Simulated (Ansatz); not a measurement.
Cell and atoms:

```
Ga N H
1.0
     4.82754    2.78718    5.24311
    -4.82754    2.78718    5.24311
     0.00000   -5.57436    5.24311
Ga N H
18 18 1
Direct
  0.38916 0.39081 0.72020
  0.38913 0.72178 0.38924
  0.72007 0.05607 0.72023
  0.38956 0.05665 0.05516
  0.72011 0.39080 0.38926
  0.05439 0.72176 0.72018
  0.72008 0.72174 0.05455
  0.05500 0.05668 0.38971
  0.05500 0.39125 0.05517
  0.44376 0.77818 0.77664
  0.44333 0.11159 0.44343
  0.77653 0.44537 0.77666
  0.44334 0.44495 0.11012
  0.77651 0.77817 0.44387
  0.10904 0.11070 0.77926
  0.77922 0.11067 0.10920
  0.10996 0.44496 0.44344
  0.10906 0.78079 0.10921
  0.51394 0.51558 0.84700
  0.51393 0.84852 0.51407
  0.84372 0.18314 0.84383
  0.51483 0.18187 0.18034
  0.84688 0.51558 0.51407
  0.18150 0.84534 0.84383
  0.84372 0.84532 0.18163
  0.18024 0.18189 0.51492
  0.18027 0.51643 0.18035
  0.23584 0.57000 0.56846
  0.23821 0.90370 0.23838
  0.56834 0.23750 0.56845
  0.23826 0.23994 0.90211
  0.56834 0.56999 0.23596
  0.90223 0.90392 0.56875
  0.56862 0.90391 0.90238
  0.90204 0.23992 0.23836
  0.90226 0.57028 0.90236
  0.05414 0.05569 0.05414
```

Describe what this structure looks like.

Composition: Ga18HN18. It is rhombohedral (trigonal R), space group R3m (No. 160). In the cell are 18 Ga, 1 H, 18 N, which makes 1 formula unit. By contacts within bonding range, the coordination numbers are Ga 4 to 5 (mean 4.2), H 3 and N 4.

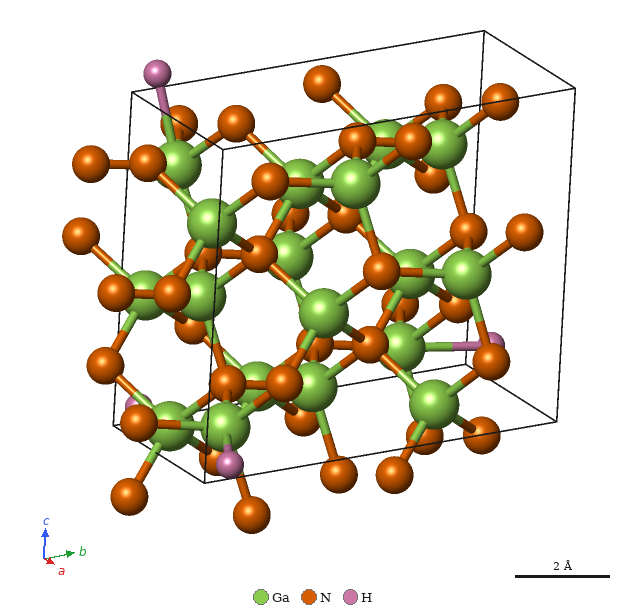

Drawn in the ball-and-stick manner and seen slightly off an axis. Lines trace the edges of the simulation cell. Some atoms of the next cells are drawn as well. Colours: gallium green, hydrogen pink, nitrogen orange.

The cell started as a structure listed in the Materials Project, repeated into a supercell with a point defect put in. The atoms were relaxed in a fixed cell with DFT PBE, scalar-relativistic, plane waves, PAW (Ansatz).
